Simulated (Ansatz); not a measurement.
System: TiSi16 (cell with a defect).

```
Si Ti
1.0
     0.00000    5.43000    5.43000
     5.43000    0.00000    5.43000
     5.43000    5.43000    0.00000
Si Ti
16 1
Cartesian
  5.4053 0.0172 5.4113
  1.3523 1.3216 1.3541
  2.7526 8.1017 5.3865
  4.1013 4.0714 1.3560
  2.7252 0.0142 2.7288
  4.0623 1.3568 4.0713
  5.4055 2.6968 2.7317
  6.7825 4.0693 4.0364
  5.3863 8.1020 2.7570
  1.3517 4.0737 4.1071
  2.7505 5.4706 2.7553
  4.0685 6.7851 4.0703
  2.7254 2.6993 5.4140
  4.0353 4.0716 6.7867
  5.3865 5.4720 5.3870
  6.7820 6.8224 6.7885
  6.7830 4.0710 6.7860
```

Computed without spin polarisation; PAW files of the earlier set (soft_1).

Computed with DFT PBEsol, scalar-relativistic, plane waves, PAW (Ansatz 0.2.0).

Predict the valence pseudo-density and electron localisation function between the atoms.

Si–Si (2.28 Å): the density is about 0.61 e/Å³ at the midpoint; the ELF peaks at about 0.95 between the atoms.
Ti–Si (2.42 Å): ρ is about 0.39 e/Å³ halfway; the ELF peaks at about 0.60 in the valence shell of Si, 0.9 Å from its nucleus, and is about 0.35 at the midpoint.
Si–Si (2.32 Å): ρ is about 0.59 e/Å³ halfway; the ELF peaks at about 0.95 between the atoms.
Si–Si (2.39 Å): ρ is about 0.51 e/Å³ halfway; the ELF peaks at about 0.90 between the atoms.

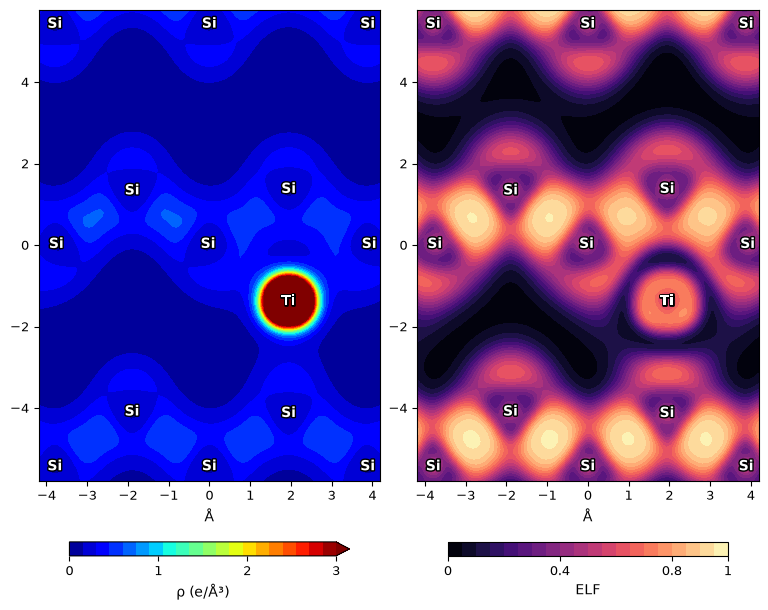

Computed valence pseudo-density and electron localisation function on the (101̄) plane of the calculation cell, in this order. 

In a PAW calculation such maps are meaningful between the atoms, not at the nuclei.
